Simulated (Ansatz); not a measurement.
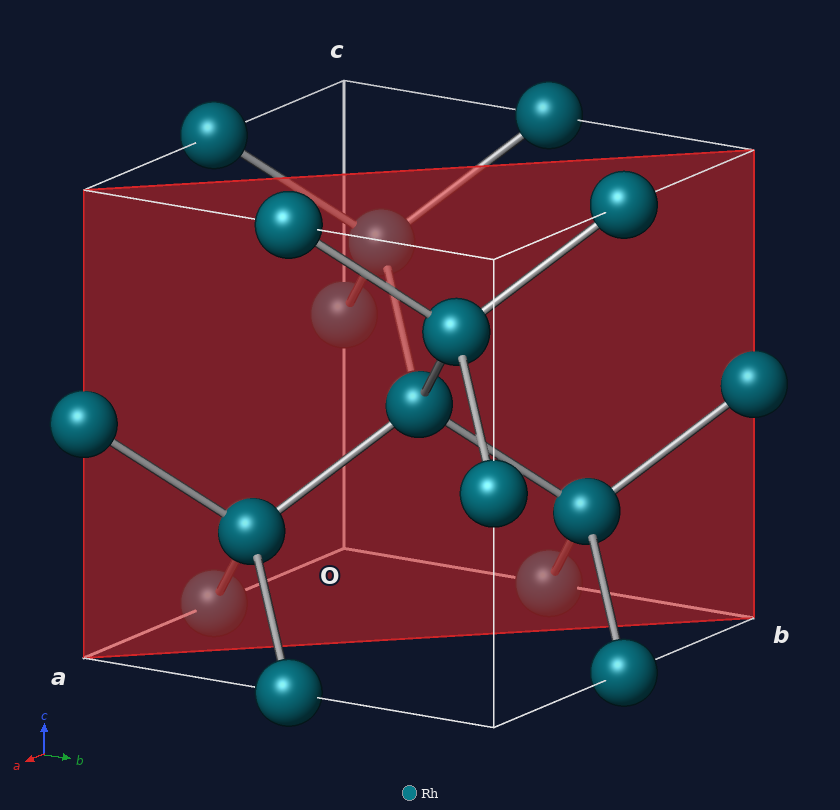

Crystal: Rh, the end point of a relaxation with DFT PBEsol, scalar-relativistic, plane waves, PAW in Ansatz; the starting structure was generated, so it need not be a known form of this composition. Every member of one family of equally spaced planes, hx + ky + lz = a whole number, that cuts the unit cell is shaded (one member passes through the origin O, touching the cell only at an edge or corner). Geometry calculated from the standardised cell; symmetry tolerance 0.002 Å.

a = 5.433 Å, b = 5.433 Å, c = 5.433 Å, α = 90.00°, β = 90.00°, γ = 90.00°.

Question: What are the Miller indices?

Answer: (1 1 0); the opposite sign names the same planes. The member next to the origin meets the axes a at 1, b at 1, c never.

Question: What is the spacing?

Answer: d = 3.841 Å.

Question: Which atoms of the cell lie in these planes (within 0.03 Å)?

Answer: 4 of the 8 Rh.
